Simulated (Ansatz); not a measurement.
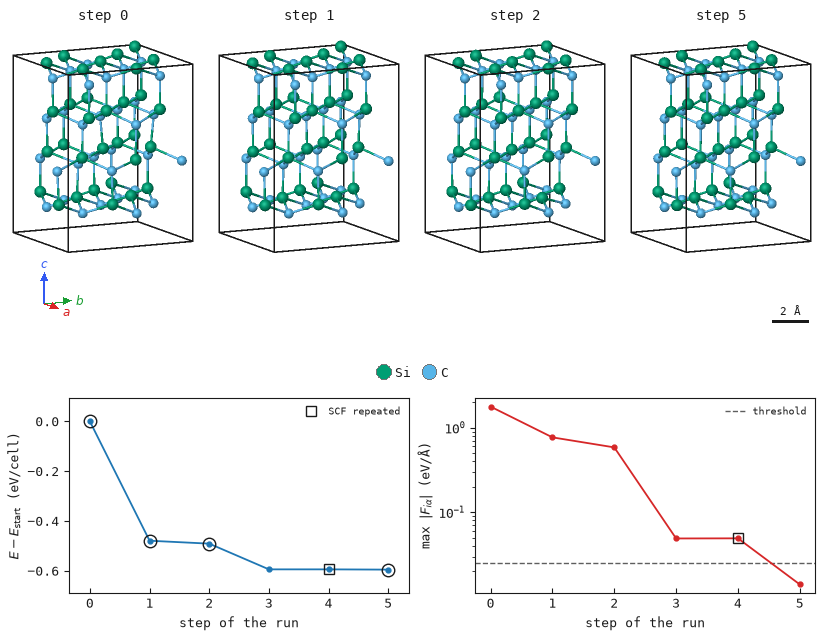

Frames of a relaxation of a defect cell of composition Si32C31 (cell charge +1), marked on the history of the run. The picture is a ball-and-stick view of the cell of the calculation (origin shifted), seen slightly off an axis.

Case: C vacancy (site b), charge +1, atoms relaxed at the host's cell.

All numbers below come from DFT PBE, scalar-relativistic, plane waves, PAW in Ansatz. (plane-wave cutoff 420 eV; k-point mesh 2 × 2 × 2; occupations gaussian; smearing width 0.01 eV; mesh shifted by (0.5, 0.5, 0.5); collinear spin; atoms relaxed in a fixed cell; force threshold 0.025 eV/Å; at most 45 steps)

Describe the path.

Answer. A Si atom moves most: 0.19 Å roughly along −b. Largest moves by element: Si 0.19 Å, C 0.07 Å. The lattice vectors keep their values. Among the contacts that change: Si–Si 2.750 → 3.075 Å, Si–Si 2.745 → 3.056 Å, C–Si 2.038 → 1.914 Å, C–Si 1.995 → 1.903 Å. Among the angles between lasting bonds that change: C–Si–C 103.0° → 109.5°, C–Si–C 103.1° → 108.8°, Si–C–Si 102.5° → 108.1°. After 4 accepted moves (5 points after the start) the energy has fallen by 0.595 eV per cell of the calculation. The largest force component goes from 1.8 to 0.014 eV/Å. 1 step only repeated the SCF at the same geometry. From step 0 to 1: a Si atom moves most (0.13 Å), energy −0.479 eV per cell of the calculation. From step 1 to 2: a Si atom moves most (0.12 Å), energy −11.8 meV per cell of the calculation. From step 2 to 5: Si atoms move most (0.06 Å), energy −0.104 eV per cell of the calculation.

| step | E − E(0), meV/atom | largest force component, eV/Å | note |
| --- | --- | --- | --- |
| 0 | 0.00 | 1.7736 |  |
| 1 | -7.60 | 0.7684 |  |
| 2 | -7.79 | 0.5851 |  |
| 3 | -9.42 | 0.0491 |  |
| 4 | -9.42 | 0.0492 | same geometry, SCF repeated |
| 5 | -9.44 | 0.0140 |  |

Limits of the set-up: the periodic images lie only 8.2 Å apart, so the values are limited by the cell's size; the cell is charged, on a uniform background, and energies carry no finite-size correction.
